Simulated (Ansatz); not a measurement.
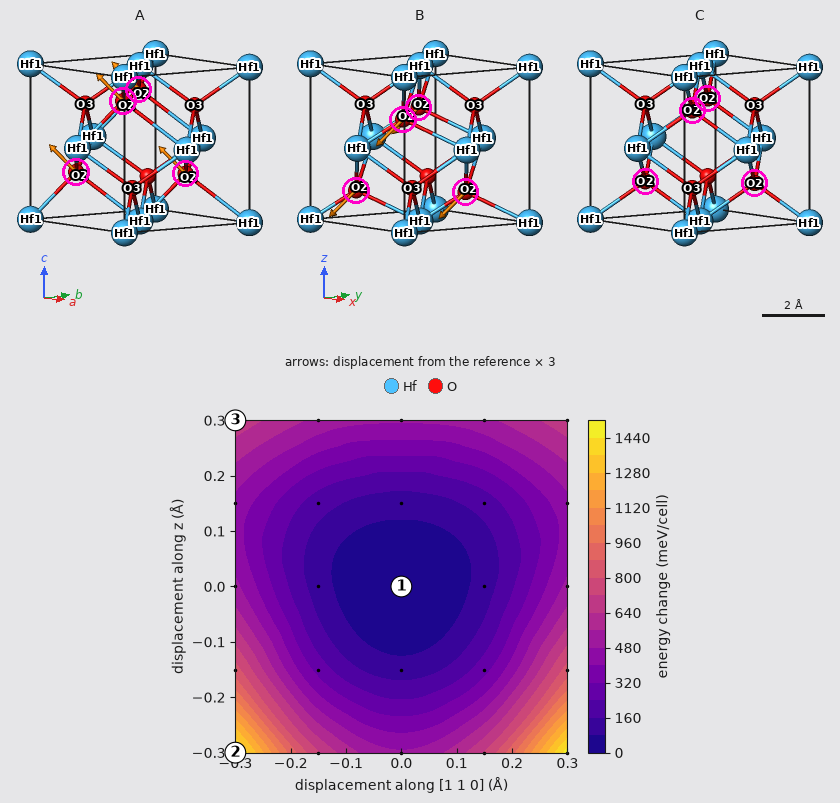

Energy scan for a crystal of HfO₂ (Fm-3m), in which O2 (one in each cell of 3 atoms) is moved over the plane of the Cartesian directions [1 1 0] and z, all else fixed. The map is interpolated between the computed points (dots). The frames are shuffled; each belongs to one numbered point. The picture is a ball-and-stick view of the conventional cell (4 times the calculation's cell), seen nearly along the normal of the scanned plane. The ringed atoms are those of the scanned coordinates. Orange arrows: displacements from the reference. Lengths and directions refer to the drawn axes.

Theory: DFT PBE, scalar-relativistic, plane waves, PAW in Ansatz. Set-up: plane-wave cutoff 420 eV; k-point mesh 8 × 8 × 8; occupations gaussian; smearing width 0.05 eV; no spin polarisation. Energies (free energies at the smearing named) are counted from the relaxed crystal.

> Which frame belongs to which numbered point?

Point 1 is frame C, at (0.00, 0.00) and 0 meV/cell; 2 is frame B, at (−0.30, −0.30) and 1476 meV/cell; 3 is frame A, at (−0.30, 0.30) and 689 meV/cell. In pairs of (displacement along [1 1 0] (Å); displacement along z (Å)): the lowest computed point lies at (0.00, 0.00) (0 meV/cell), the highest at (−0.30, −0.30), (0.30, −0.30) (1476 meV/cell).  Over the ranges scanned the energy rises by about as much along both axes.
